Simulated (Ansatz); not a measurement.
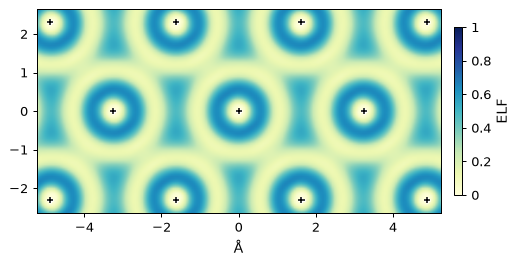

The electron localisation function on a plane through atoms (crosses mark nuclei in the plane).

Computed with DFT PBE, scalar-relativistic, plane waves, PAW in Ansatz.

Candidates:
A. SiNi, a = 5.20 Å, b = 3.40 Å, c = 5.69 Å, α = 90.00°, β = 90.00°, γ = 90.00°. Space group Pnma; changed on purpose from its base cell (volume × 1.03, shape and atoms relaxed); computed pressure about −5 GPa in this cell; computed without spin polarisation.
B. Ti, a = 3.26 Å, b = 3.26 Å, c = 3.26 Å, α = 90.00°, β = 90.00°, γ = 90.00°. Space group Im-3m; computed without spin polarisation.
C. Mo, a = 3.16 Å, b = 3.16 Å, c = 3.16 Å, α = 90.00°, β = 90.00°, γ = 90.00°. Space group Im-3m; a structure from a database of computed crystals, not necessarily the ambient phase; computed without spin polarisation.

Which candidate gave the map?

Candidate B: Ti on the (101̄) plane of the conventional cell, which holds Ti. Ti–Ti (2.82 Å): the ELF is about 0.20 at the midpoint (no shared electron pair shows on this line).
